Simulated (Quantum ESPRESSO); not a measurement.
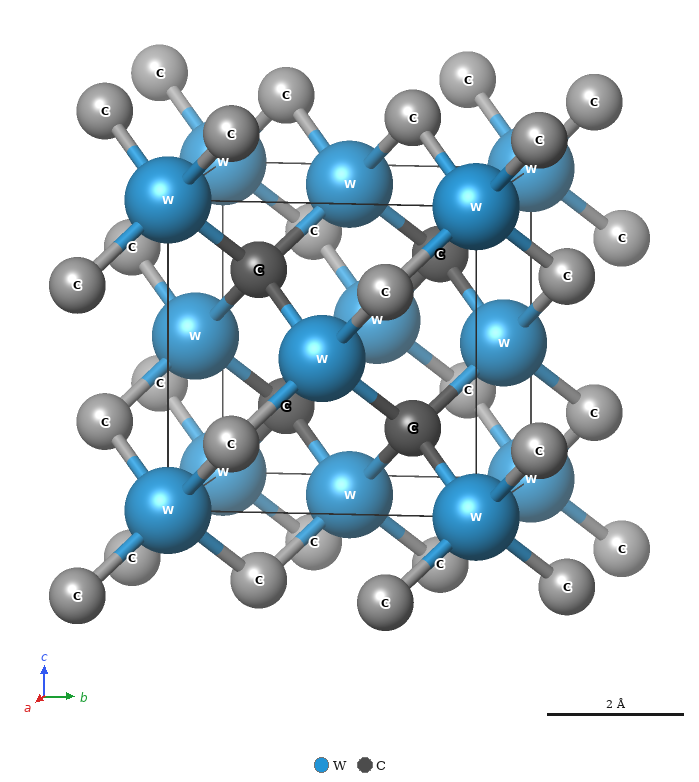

**Figure 1.** The structure (ball-and-stick view of the cell 4 times as large as that of the calculation, set on its symmetry axes, seen slightly off an axis; neighbours outside the cell are drawn fainter). An atom can appear more than once, as a periodic image. Near neighbours in the periodic cell (some may lie outside the picture): W has 4 C at 1.99 Å; C has 4 W at 1.99 Å.

## Band-structure run, with input and output: WC (part 1 of 2)

The run: band-structure run of WC (2 atoms in the cell). Method and program: Kohn-Sham DFT of a periodic cell, vdW-DF-cx, SG15 PBE 1.2, no spin polarisation (Quantum ESPRESSO 7.5).

The structure was made by swapping elements on the sites of another compound; it need not be a known phase.

### Output
```
This program is part of the open-source Quantum ESPRESSO suite
     for quantum simulation of materials; please cite
         "P. Giannozzi et al., J. Phys.:Condens. Matter 21 395502 (2009);
         "P. Giannozzi et al., J. Phys.:Condens. Matter 29 465901 (2017);
         "P. Giannozzi et al., J. Chem. Phys. 152 154105 (2020);
          URL
     in publications or presentations arising from this work. More details at

     IMPORTANT: XC functional enforced from input :
     Exchange-correlation= VDW-DF-CX
                           (   1   4  27   0   1   0   0)
     Any further DFT definition will be discarded
     Please, verify this is what you really want

     Message from routine setup:
     using ibrav=0 with symmetry is DISCOURAGED, use correct ibrav instead

     G-vector sticks info
     --------------------
     sticks:   dense  smooth     PW     G-vecs:    dense   smooth      PW
     Sum         769     769    241                14331    14331    2445

     Using Slab Decomposition

     bravais-lattice index     =            0
     lattice parameter (alat)  =       6.1523  a.u.
     unit-cell volume          =     164.6661 (a.u.)^3
     number of atoms/cell      =            2
     number of atomic types    =            2
     number of electrons       =        32.00
     number of Kohn-Sham states=           24
     kinetic-energy cutoff     =      75.0000  Ry
     charge density cutoff     =     300.0000  Ry
     scf convergence threshold =      4.0E-10
     mixing beta               =       0.5000
     number of iterations used =            8  plain     mixing
     Exchange-correlation= VDW-DF-CX
                           (   1   4  27   0   1   0   0)

     celldm(1)=   6.152332  celldm(2)=   0.000000  celldm(3)=   0.000000
     celldm(4)=   0.000000  celldm(5)=   0.000000  celldm(6)=   0.000000

     crystal axes: (cart. coord. in units of alat)
               a(1) = (   0.000000   0.707107   0.707107 )
               a(2) = (   0.707107   0.000000   0.707107 )
               a(3) = (   0.707107   0.707107   0.000000 )

     reciprocal axes: (cart. coord. in units 2 pi/alat)
               b(1) = ( -0.707107  0.707107  0.707107 )
               b(2) = (  0.707107 -0.707107  0.707107 )
               b(3) = (  0.707107  0.707107 -0.707107 )

     PseudoPot. # 1 for W  read from file:
     W_ONCV_PBE-1.2.upf
     Pseudo is Norm-conserving, Zval = 28.0
     Generated using ONCVPSP code by D. R. Hamann
     Using radial grid of  602 points,  8 beta functions with:
                l(1) =   0
                l(2) =   0
                l(3) =   1
                l(4) =   1
                l(5) =   2
                l(6) =   2
                l(7) =   3
                l(8) =   3

     PseudoPot. # 2 for C  read from file:
     C_ONCV_PBE-1.2.upf
     Pseudo is Norm-conserving, Zval =  4.0
     Generated using ONCVPSP code by D. R. Hamann
     Using radial grid of  602 points,  4 beta functions with:
                l(1) =   0
                l(2) =   0
                l(3) =   1
                l(4) =   1

     atomic species   valence    mass     pseudopotential
     W                28.00   183.84000     W ( 1.00)
     C                 4.00    12.01100     C ( 1.00)

     24 Sym. Ops. (no inversion) found

   Cartesian axes

     site n.     atom                  positions (alat units)
         1        W      tau(   1) = (   0.0000000   0.0000000   0.0000000  )
         2        C      tau(   2) = (   1.0606602   1.0606602   1.0606602  )

     number of k points=    47  Fermi-Dirac smearing, width (Ry)=  0.0037
                       cart. coord. in units 2pi/alat
        k(    1) = (   0.0000000   0.0000000   0.0000000), wk =   0.0020000
        k(    2) = (   0.0707107   0.0707107  -0.0707107), wk =   0.0160000
        k(    3) = (   0.1414214   0.1414214  -0.1414214), wk =   0.0160000
        k(    4) = (   0.2121320   0.2121320  -0.2121320), wk =   0.0160000
        k(    5) = (   0.2828427   0.2828427  -0.2828427), wk =   0.0160000
        k(    6) = (  -0.3535534  -0.3535534   0.3535534), wk =   0.0080000
        k(    7) = (   0.1414214  -0.0000000   0.0000000), wk =   0.0120000
        k(    8) = (   0.2121320   0.0707107  -0.0707107), wk =   0.0480000
        k(    9) = (   0.2828427   0.1414214  -0.1414214), wk =   0.0480000
        k(   10) = (   0.3535534   0.2121320  -0.2121320), wk =   0.0480000
        k(   11) = (  -0.2828427  -0.4242641   0.4242641), wk =   0.0480000
        k(   12) = (  -0.2121320  -0.3535534   0.3535534), wk =   0.0480000
        k(   13) = (  -0.1414214  -0.2828427   0.2828427), wk =   0.0480000
        k(   14) = (  -0.0707107  -0.2121320   0.2121320), wk =   0.0480000
        k(   15) = (   0.0000000  -0.1414214   0.1414214), wk =   0.0240000
        k(   16) = (   0.2828427  -0.0000000   0.0000000), wk =   0.0120000
        k(   17) = (   0.3535534   0.0707107  -0.0707107), wk =   0.0480000
        k(   18) = (   0.4242641   0.1414214  -0.1414214), wk =   0.0480000
        k(   19) = (  -0.2121320  -0.4949747   0.4949747), wk =   0.0480000
        k(   20) = (  -0.1414214  -0.4242641   0.4242641), wk =   0.0480000
        k(   21) = (  -0.0707107  -0.3535534   0.3535534), wk =   0.0480000
        k(   22) = (   0.0000000  -0.2828427   0.2828427), wk =   0.0240000
        k(   23) = (   0.4242641   0.0000000  -0.0000000), wk =   0.0120000
        k(   24) = (   0.4949747   0.0707107  -0.0707107), wk =   0.0480000
        k(   25) = (  -0.1414214  -0.5656854   0.5656854), wk =   0.0480000
        k(   26) = (  -0.0707107  -0.4949747   0.4949747), wk =   0.0480000
        k(   27) = (  -0.0000000  -0.4242641   0.4242641), wk =   0.0240000
        k(   28) = (   0.5656854  -0.0000000   0.0000000), wk =   0.0120000
        k(   29) = (  -0.0707107  -0.6363961   0.6363961), wk =   0.0480000
        k(   30) = (   0.0000000  -0.5656854   0.5656854), wk =   0.0240000
        k(   31) = (  -0.7071068   0.0000000   0.0000000), wk =   0.0060000
        k(   32) = (   0.2828427   0.1414214   0.0000000), wk =   0.0480000
        k(   33) = (   0.3535534   0.2121320  -0.0707107), wk =   0.0960000
        k(   34) = (  -0.2828427  -0.4242641   0.5656854), wk =   0.0960000
        k(   35) = (  -0.2121320  -0.3535534   0.4949747), wk =   0.0480000
        k(   36) = (   0.4242641   0.1414214  -0.0000000), wk =   0.0480000
        k(   37) = (  -0.2121320  -0.4949747   0.6363961), wk =   0.0960000
        k(   38) = (  -0.1414214  -0.4242641   0.5656854), wk =   0.0960000
        k(   39) = (  -0.0707107  -0.3535534   0.4949747), wk =   0.0960000
        k(   40) = (   0.0000000  -0.2828427   0.4242641), wk =   0.0480000
        k(   41) = (  -0.1414214  -0.5656854   0.7071068), wk =   0.0480000
        k(   42) = (  -0.0707107  -0.4949747   0.6363961), wk =   0.0960000
        k(   43) = (  -0.0000000  -0.4242641   0.5656854), wk =   0.0480000
        k(   44) = (  -0.7071068   0.1414214   0.0000000), wk =   0.0240000
        k(   45) = (  -0.1414214  -0.4242641   0.7071068), wk =   0.0480000
        k(   46) = (  -0.0707107  -0.3535534   0.6363961), wk =   0.0480000
        k(   47) = (  -0.7071068   0.2828427   0.0000000), wk =   0.0240000

     Dense  grid:    14331 G-vectors     FFT dimensions: (  36,  36,  36)

     Initial potential from superposition of free atoms

     starting charge      31.9260, renormalised to      32.0000

     %%%%%%%%%%%%%%%%%%%%%%%%%%%%%%%%%%%%%%%%%%%%%%%%%%%%%%%%%%%%%%%%%%%%%%%%
     %                                                                      %
     % You are using vdW-DF, which was implemented by the Thonhauser group. %
     % Please cite the following two papers that made this development      %
     % possible and the two reviews that describe the various versions:     %
     %                                                                      %
     %   T. Thonhauser et al., PRL 115, 136402 (2015).                      %
     %   T. Thonhauser et al., PRB 76, 125112 (2007).                       %
     %   K. Berland et al., Rep. Prog. Phys. 78, 066501 (2015).             %
     %   D.C. Langreth et al., J. Phys.: Condens. Matter 21, 084203 (2009). %
     %                                                                      %
     % If you are calculating stress with vdW-DF, please also cite:         %
     %                                                                      %
     %   R. Sabatini et al., J. Phys.: Condens. Matter 24, 424209 (2012).   %
     %                                                                      %
     %%%%%%%%%%%%%%%%%%%%%%%%%%%%%%%%%%%%%%%%%%%%%%%%%%%%%%%%%%%%%%%%%%%%%%%%

     %%%%%%%%%%%%%%%%%%%%%%%%%%%%%%%%%%%%%%%%%%%%%%%%%%%%%%%%%%%%%%%%%%%%%%%%
     %                                                                      %
     %  vdW-DF NEWS:                                                        %
     %                                                                      %
     %  * vdW-DF3 is now available. DOI: 10.1021/acs.jctc.0c00471           %
     %    use with input_dft = 'vdW-DF3-opt1' or 'vdW-DF3-opt2'             %
     %                                                                      %
     %  * Unscreened and range-separated hybrid vdW-DF-cx functionals       %
     %    DOI: 10.1063/1.4986522 and 10.1088/1361-648X/ac2ad2               %
     %    use with input_dft = 'vdW-DF-cx0'    and 'vdW-DF-ahcx'            %
     %  * Unscreened and range-separated hybrid vdW-DF2-b86r functionals    %
     %    DOI: 10.1063/1.4986522 and DOI: 10.1103/PhysRevX.12.041003        %
     %    use with input_dft = 'vdW-DF2-br0' and 'vdW-DF2-ahbr'             %
     %                                                                      %
     %%%%%%%%%%%%%%%%%%%%%%%%%%%%%%%%%%%%%%%%%%%%%%%%%%%%%%%%%%%%%%%%%%%%%%%%

     Starting wfcs are random

     Self-consistent Calculation

     iteration #  1     ecut=    75.00 Ry     beta= 0.50
     Davidson diagonalization with overlap
     ethr =  1.00E-02,  avg # of iterations =  8.8

     total energy              =    -554.86398044 Ry
     estimated scf accuracy    <       0.76195737 Ry

     iteration #  2     ecut=    75.00 Ry     beta= 0.50
     Davidson diagonalization with overlap
     ethr =  2.38E-03,  avg # of iterations =  2.0

     total energy              =    -555.10589257 Ry
     estimated scf accuracy    <       0.28442812 Ry

     iteration #  3     ecut=    75.00 Ry     beta= 0.50
     Davidson diagonalization with overlap
     ethr =  8.89E-04,  avg # of iterations =  1.7

     total energy              =    -555.15939179 Ry
     estimated scf accuracy    <       0.00271053 Ry

     iteration #  4     ecut=    75.00 Ry     beta= 0.50
     Davidson diagonalization with overlap
     ethr =  8.47E-06,  avg # of iterations =  2.8

     total energy              =    -555.15991394 Ry
     estimated scf accuracy    <       0.00028955 Ry

     iteration #  5     ecut=    75.00 Ry     beta= 0.50
     Davidson diagonalization with overlap
     ethr =  9.05E-07,  avg # of iterations =  2.0

     total energy              =    -555.15994088 Ry
     estimated scf accuracy    <       0.00001776 Ry

     iteration #  6     ecut=    75.00 Ry     beta= 0.50
     Davidson diagonalization with overlap
     ethr =  5.55E-08,  avg # of iterations =  2.0

     total energy              =    -555.15994184 Ry
     estimated scf accuracy    <       0.00000091 Ry

     iteration #  7     ecut=    75.00 Ry     beta= 0.50
     Davidson diagonalization with overlap
     ethr =  2.84E-09,  avg # of iterations =  2.0

     total energy              =    -555.15994191 Ry
     estimated scf accuracy    <       0.00000013 Ry

     iteration #  8     ecut=    75.00 Ry     beta= 0.50
     Davidson diagonalization with overlap
     ethr =  4.16E-10,  avg # of iterations =  2.0

     total energy              =    -555.15994195 Ry
     estimated scf accuracy    <       0.00000002 Ry

     iteration #  9     ecut=    75.00 Ry     beta= 0.50
     Davidson diagonalization with overlap
     ethr =  4.89E-11,  avg # of iterations =  2.0

     End of self-consistent calculation

          k = 0.0000 0.0000 0.0000 (  1807 PWs)   bands (ev):

   -48.6680 -12.8156 -12.8156 -12.8156  -2.8316  -2.8131  -2.8131  -2.8131
    -2.7709  -2.7709  -2.7709  11.8564  20.0026  20.0026  20.0026  25.9166
    25.9166  28.8134  33.8562  33.8562  33.8562  40.6512  40.6512  40.6512

          k = 0.0707 0.0707-0.0707 (  1829 PWs)   bands (ev):

   -48.6662 -12.8541 -12.8213 -12.8213  -2.8303  -2.8132  -2.8125  -2.8125
    -2.7721  -2.7721  -2.7708  12.0622  19.8425  20.1101  20.1101  25.8024
    25.8024  29.2746  33.5375  34.0395  34.0395  38.8605  40.5846  40.5846

          k = 0.1414 0.1414-0.1414 (  1811 PWs)   bands (ev):

   -48.6613 -12.9535 -12.8361 -12.8361  -2.8272  -2.8130  -2.8108  -2.8108
    -2.7752  -2.7752  -2.7707  12.6045  19.5664  20.3659  20.3659  25.6631
    25.6631  30.0979  33.0876  34.0943  34.0943  36.1798  40.7238  40.7238

          k = 0.2121 0.2121-0.2121 (  1823 PWs)   bands (ev):

   -48.6553 -13.0740 -12.8543 -12.8543  -2.8242  -2.8120  -2.8089  -2.8089
    -2.7789  -2.7789  -2.7706  13.2609  19.5391  20.6066  20.6066  25.8553
    25.8553  29.6002  33.0779  33.2922  33.2922  35.0165  41.6058  41.6058

          k = 0.2828 0.2828-0.2828 (  1832 PWs)   bands (ev):

   -48.6504 -13.1697 -12.8690 -12.8690  -2.8227  -2.8103  -2.8073  -2.8073
    -2.7818  -2.7818  -2.7704  13.7448  19.9015  20.7201  20.7201  26.4523
    26.4523  28.0798  31.9863  31.9863  32.3035  36.6074  42.7621  42.7621

          k =-0.3536-0.3536 0.3536 (  1802 PWs)   bands (ev):

   -48.6486 -13.2059 -12.8746 -12.8746  -2.8222  -2.8095  -2.8068  -2.8068
    -2.7829  -2.7829  -2.7704  13.9090  20.1970  20.7428  20.7428  26.8765
    26.8765  27.2822  31.2767  31.2767  32.0165  37.6692  43.2568  43.2568

          k = 0.1414-0.0000 0.0000 (  1824 PWs)   bands (ev):

   -48.6656 -12.8533 -12.8299 -12.8299  -2.8299  -2.8128  -2.8125  -2.8125
    -2.7722  -2.7718  -2.7718  12.1318  19.7004  20.1987  20.1987  25.4503
    26.0564  29.4481  33.8193  33.8193  33.9408  39.4113  39.9765  39.9765

          k = 0.2121 0.0707-0.0707 (  1815 PWs)   bands (ev):

   -48.6617 -12.9273 -12.8471 -12.8412  -2.8273  -2.8127  -2.8113  -2.8110
    -2.7751  -2.7738  -2.7719  12.5661  19.4234  20.4268  20.4624  25.0701
    26.1331  30.2423  33.2264  33.6808  34.2315  37.3095  39.7245  40.4894

          k = 0.2828 0.1414-0.1414 (  1821 PWs)   bands (ev):

   -48.6561 -13.0373 -12.8662 -12.8594  -2.8241  -2.8122  -2.8095  -2.8090
    -2.7789  -2.7771  -2.7717  13.1958  19.3265  20.6389  20.7453  25.0640
    26.3115  30.0243  32.9616  33.1998  33.9190  35.6411  40.3484  41.4792

          k = 0.3536 0.2121-0.2121 (  1815 PWs)   bands (ev):

   -48.6508 -13.1375 -12.8808 -12.8800  -2.8220  -2.8108  -2.8077  -2.8074
    -2.7818  -2.7805  -2.7716  13.7458  19.6236  20.7171  20.9012  25.6362
    26.7405  28.3374  31.7855  32.8613  33.1305  36.2948  41.6282  42.3458

          k =-0.2828-0.4243 0.4243 (  1801 PWs)   bands (ev):

   -48.6480 -13.1910 -12.8972 -12.8832  -2.8213  -2.8095  -2.8068  -2.8067
    -2.7829  -2.7827  -2.7715  14.0110  20.1116  20.6762  20.9286  26.3472
    26.8909  27.2392  31.2336  31.7640  32.6324  37.7283  42.3639  42.6936

          k =-0.2121-0.3536 0.3536 (  1812 PWs)   bands (ev):

   -48.6486 -13.1790 -12.9020 -12.8746  -2.8214  -2.8099  -2.8071  -2.8067
    -2.7830  -2.7820  -2.7715  13.9566  20.0822  20.6133  20.8901  26.2223
    26.7872  27.4776  31.4291  32.0441  32.7083  37.3273  41.7783  43.0921

          k =-0.1414-0.2828 0.2828 (  1820 PWs)   bands (ev):

   -48.6525 -13.1064 -12.8928 -12.8576  -2.8226  -2.8115  -2.8082  -2.8077
    -2.7813  -2.7792  -2.7716  13.5830  19.6022  20.6442  20.7703  25.4689
    26.5892  28.7686  32.3028  33.2248  33.3920  35.7175  40.5402  42.9350

          k =-0.0707-0.2121 0.2121 (  1822 PWs)   bands (ev):
```
